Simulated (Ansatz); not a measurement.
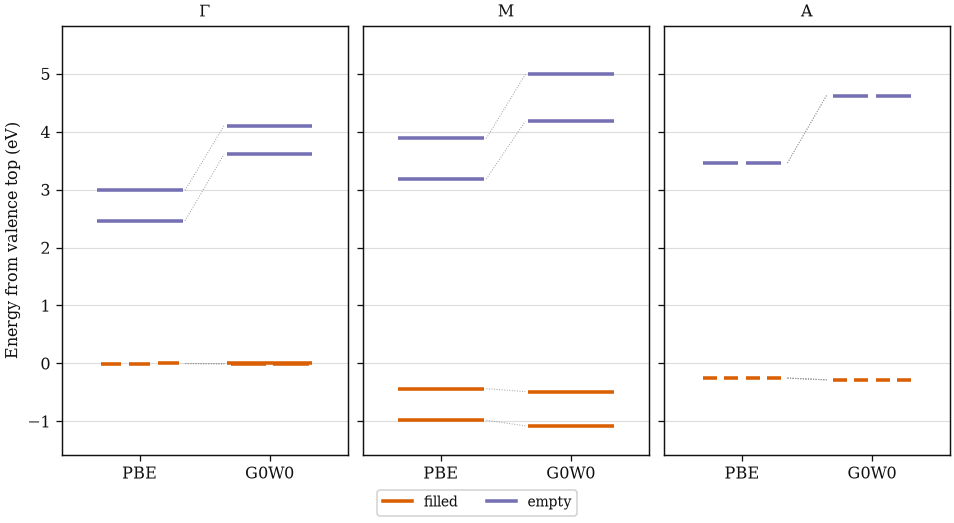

Levels at Γ, M and A in PBE and in G0W0, each set counted from its own valence top. Degenerate partners of corrected states are drawn at the same energy.

System: wurtzite MgTe, space group P6_3mc, 4 atoms in the cell, relaxed with r2SCAN; a = 4.578 Å, c = 7.455 Å (hexagonal axes). Starting point: PBE, Ansatz PAW set, no spin polarisation, no spin-orbit coupling, 6×6×2 k mesh, 420 eV cutoff, fixed occupations (Ansatz 0.2.0). Many-body step: G0W0 with empty bands 219, screening cutoff 80 eV and frequency treatment contour deformation.

Q: What does G0W0 do to the gap?

A: Over the k points that were corrected, the smallest gap goes from 2.46 eV in PBE (direct at Γ) to 3.62 eV in G0W0 (direct at Γ), a change of +1.16 eV (+47 %).

Q: Is the correction a rigid shift of the empty levels?

A: Counted from the valence top, the lowest empty level moves by +1.16 eV at Γ, +0.99 eV at M and +1.16 eV at A; over the 12 points that were corrected the shifts run from +0.88 to +1.27 eV: a spread of 0.39 eV on a mean of 1.09 eV, so one scissor shift doesn't describe this level. Only two empty levels a point were corrected, so a higher one could drop under them. The top filled level also moves against the valence top, by −0.14 eV at K.

Q: What are the quasiparticle weights at the band edges?

A: The quasiparticle weight (renormalisation factor) lies between 0.75 and 0.80 for the top filled and first empty levels.

```csv
k point,PBE direct gap (eV),G0W0 direct gap (eV)
Γ,2.46,3.62
M,3.63,4.67
A,3.72,4.91
```

The k mesh is coarse (spacing up to 0.42 Å⁻¹), so the values aren't converged. Spin-orbit coupling is left out, which matters for Te. Bands, cutoffs and mesh are finite, so these values aren't at the basis limit.
